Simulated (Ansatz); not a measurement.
The calculation's input:

```
crystal:
  lattice:
    - [4.2053549142, 0.0, 0.0]
    - [0.0, 4.2053549142, 0.0]
    - [0.0, 0.0, 4.2053549142]
  atoms:
    - { symbol: Ba, position: [0.0, 0.0, 0.0] }
    - { symbol: Zr, position: [0.5, 0.5, 0.5] }
    - { symbol: O, position: [0.5, 0.5, 0.0] }
    - { symbol: O, position: [0.5, 0.0, 0.5] }
    - { symbol: O, position: [0.0, 0.5, 0.5] }
kpoints:
  mp_grid: { grid: [4, 4, 4] }
  band_path:
    path: [[0.0, 0.0, 0.0], [0.0, 0.5, 0.0], [0.5, 0.5, 0.0], [0.5, 0.5, 0.5]]
    npoints: 1
hamiltonian:
  xc: pbe0
scf:
  occupations: { method: fixed }
  n_extra_bands: 5
output:
  forces: true
  stress: true
  eigenvalues: true
  write_density: true
  write_potential: true
  elf: true
  volumetric_format: npy
```

Below, planes, directions and counts refer to the conventional cell (a = 4.21 Å, b = 4.21 Å, c = 4.21 Å, α = 90.00°, β = 90.00°, γ = 90.00°).

Space group Pm-3m; started from the cubic perovskite prototype, which need not be the ambient phase.

The calculation used Ansatz, DFT, PBE0, plane waves, PAW.

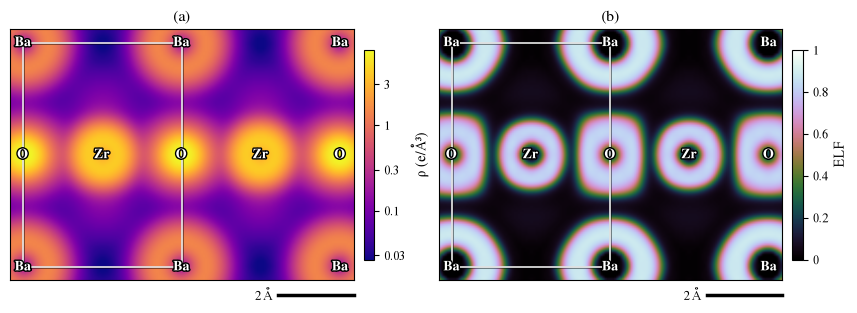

BaZrO3. (a) valence electron density; (b) electron localisation function on the (101̄) plane of the conventional cell.

In a PAW calculation such maps are meaningful between the atoms, not at the nuclei.

Interpret the plot.

Answer. The section cuts through Ba, Zr and O sites.
Zr–O (2.10 Å): ρ is about 0.66 e/Å³ halfway; the ELF peaks at about 0.85 in the valence shell of O, 0.6 Å from its nucleus, and drops to about 0.20 between the two atoms; no localised pair shows between them.
Ba–O (2.97 Å): ρ is about 0.14 e/Å³ halfway; the ELF is about 0.10 at the midpoint; a closed-shell, largely ionic contact.
Between the atoms the lowest density in this plane is 0.03 e/Å³.
The features right at Ba and Zr lie inside the PAW spheres, where the map follows smoothed inner orbitals and isn't to be read closely.

Does the calculation give a band gap?

Answer. It is gapped, with a Kohn–Sham gap of 5.4 eV on the k-point mesh, an upper bound to the gap of this method.
